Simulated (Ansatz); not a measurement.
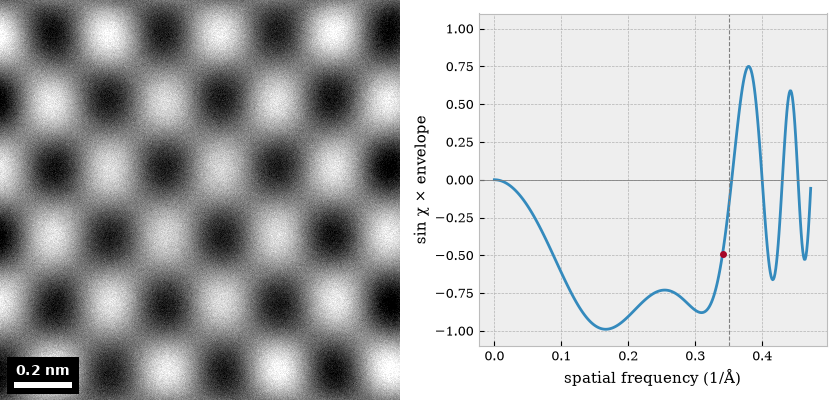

HRTEM-like image of Hg (R-3m, No. 166) along [211]. Simulated in the weak-phase-object approximation with neutral-atom potentials: 80 kV, Cs = 0.50 mm, defocus −548 Å (negative is underfocus), defocus spread 40 Å, aperture 0.35 1/Å. Shot noise was added. Structure used: coordinates from a relaxation at fixed volume with DFT HSE06, scalar-relativistic, plane waves, PAW (Ansatz 0.2.0).

The plot gives the contrast transfer function, the aperture (dashed) and the crystal's spatial frequencies that carry visible contrast (dots).

Question: Do the atom columns appear dark or bright, and why?

Answer: Dark. With positive Cs and underfocus sin χ is negative over the pass band, so the strongest columns (Hg) come out darker than the background.

Question: What point resolution do these settings give, and which lattice spacings pass?

Answer: About 2.9 Å (0.66 |Cs|^(1/4) λ^(3/4) with λ = 0.0418 Å). The spacings that carry visible contrast are {101} at 2.93 Å.
